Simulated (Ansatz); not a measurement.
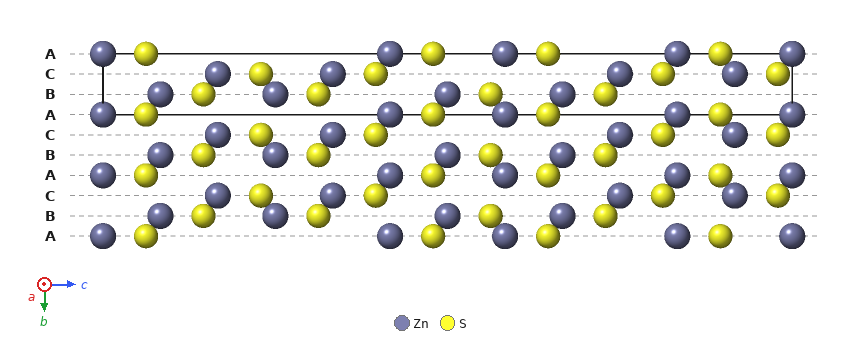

Projection along an edge of the hexagonal mesh, stacking direction c to the right. The dashed lines mark the three columns A (0, 0), B (1/3, 2/3) and C (2/3, 1/3). The sequence starts with the first layer at or above the cell's origin.

ZnS (space group R3m, No. 160). Coordinates: the geometry relaxed with DFT PBE, scalar-relativistic, plane waves, PAW in Ansatz.

Give the sequence of layers in one repeat, with element and column.

Zn(A) – S(A) – Zn(B) – S(B) – Zn(C) – S(C) – Zn(B) – S(B) – Zn(C) – S(C) – Zn(A) – S(A) – Zn(B) – S(B) – Zn(A) – S(A) – Zn(B) – S(B) – Zn(C) – S(C) – Zn(A) – S(A) – Zn(C) – S(C) (24 layers in 37.78 Å).

How are the S layers alone stacked?

S layers alone: ABCBCABABCAC, a mixed type, (cchh) in Jagodzinski's notation.

Which positions between or in the S layers do the other atoms fill?

Zn: twelve tetrahedral sites in each hexagonal cell.

What short polytype symbol fits?

Polytype symbol 12R, the symbol of a tetrahedral polytype (number of double layers in the repeat and lattice).
